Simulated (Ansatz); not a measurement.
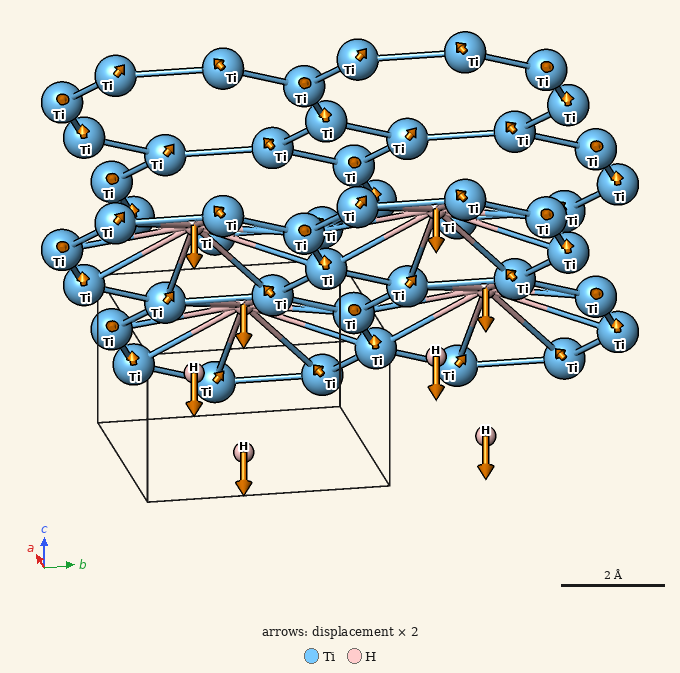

This is a relaxation of solid Ti4H (a generated structure, set up in P4mm) (coarse preliminary run). The starting structure is drawn; orange arrows show the displacements (the part carried along by the change of the cell is left out), magnified 2 times.

The picture is a ball-and-stick view of the cell of the calculation, repeated 2 × 2 × 2 with one cell outlined, seen from a free direction.

Computed with DFT PBE, scalar-relativistic, plane waves, PAW in Ansatz. Set-up: plane-wave cutoff 420 eV; k-point mesh 4 × 4 × 6; occupations gaussian; smearing width 0.1 eV; no spin polarisation; cell and atoms relaxed; force threshold 0.04 eV/Å; at most 70 steps.

What did the optimiser do to the structure, and how much energy did it gain?

Answer. Over 12 accepted moves (15 points after the start) the energy falls by 1178 meV per atom. The largest force component goes from 5.5 to 0.019 eV/Å. The pressure goes from 30.55 to 0.04 GPa. The line search rejected the trial step at point 7 of the run. At 2 points the geometry stayed and the basis and grid were re-selected for the new cell (energy shift of 38.0 meV per atom at most each time). The largest move relative to the cell is that of the H atom, 0.46 Å along −c. By element the largest moves are H 0.46 Å, Ti 0.15 Å. The volume changes by +36.5 %, with a = b 4.834 → 6.149 Å (+27.2 %), c 3.053 → 2.575 Å (−15.7 %). Near-neighbour distances that change, for instance: Ti–Ti 2.690 → 3.610 Å, Ti–Ti 1.902 → 2.553 Å, H–Ti 2.736 → 3.326 Å, Ti–Ti 3.053 → 2.575 Å. The space group stays P4mm (No. 99).
